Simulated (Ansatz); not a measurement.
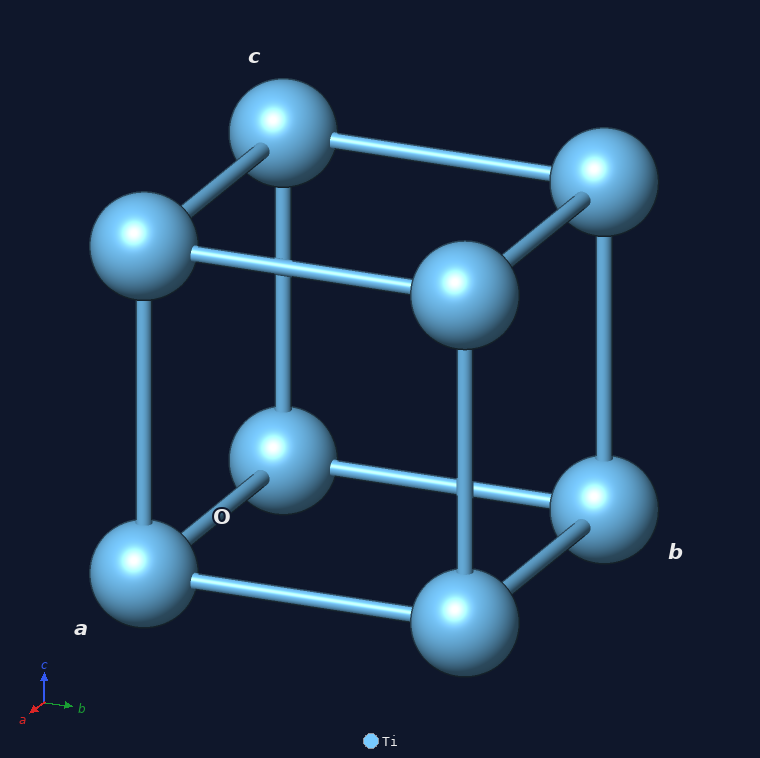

Crystal: Ti, the input geometry of an electronic-structure calculation (not necessarily at equilibrium); the starting structure was generated, so it need not be a known form of this composition. One unit cell is drawn above. Symmetry computed with spglib at a tolerance of 0.002 Å; standard conventional cell.

```
Ti
1.0
     2.64499    0.00000    0.00000
     0.00000    2.64499    0.00000
     0.00000    0.00000    2.64499
Ti
1
Direct
  0.00000 0.00000 0.00000
```

Q: What is its point group?

A: m-3m (Oh), order 48, cubic system: three fourfold axes, four threefold axes, six twofold axes, nine mirror planes, an inversion centre.

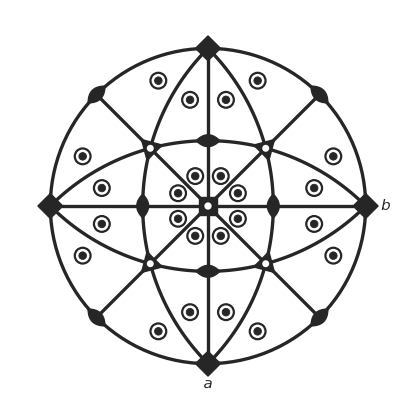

Stereographic projection: filled dots lie in the upper hemisphere, open rings in the lower; heavy lines are mirror planes (a heavy rim: a mirror in the plane of the page); lens, triangle, square and hexagon are 2-, 3-, 4- and 6-fold axes, a lens in an open square is −4, a triangle in an open hexagon −6; thin dashed diameters join the ends of axes that lie in the page; a small open circle marks inversion. The poles are one general form. The c axis points at the viewer.

Q: What does this class allow?

A: Class m-3m is centrosymmetric, so neither piezoelectric nor pyroelectric; it is not chiral. Its Laue class is m-3m.
